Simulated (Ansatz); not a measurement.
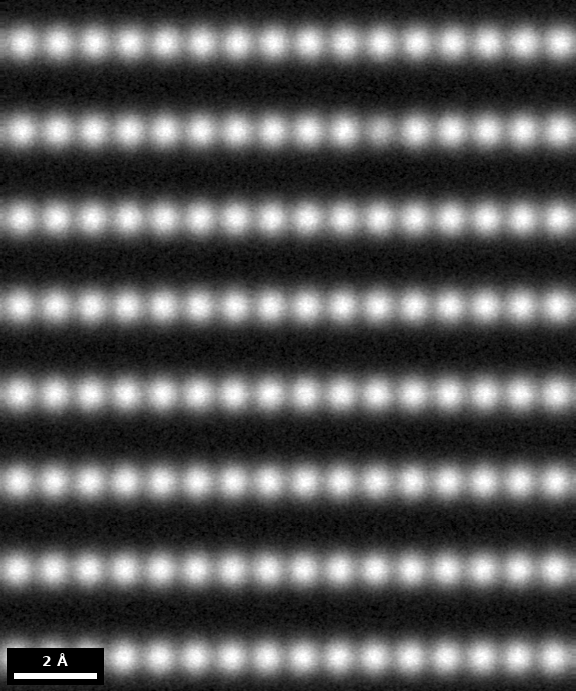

Z-contrast image of Rh (Im-3m, No. 229) along [211]. Simulated incoherent Z contrast: every atom adds Z^1.8 spread by a probe of 0.58 Å full width; channelling and multiple scattering are left out. The probe carries 25 % of its weight in a tail 2.5 times as wide. The display is stretched by a gamma of 0.65; percentages refer to the linear signal. Shot noise and a slight drift were added.

The sample is 3 repeats (22.2 Å) thick. One point defect was put into the perfect crystal, without relaxing the atoms around it. Brightness is counted from the darkest point of the image. Host structure: the input geometry of a calculation; the starting structure was generated, so it need not be a known form of this composition.

**Where is the defect (in Å from the left and the top edge), and what does its contrast suggest?**

At about 9 Å from the left and 3 Å from the top. The column is dimmer, which points to a vacancy or a lighter atom. The column holds 3 atoms (Rh) through the sample, and one Rh atom is missing, so its peak drops to about 65 % of that of its equals.
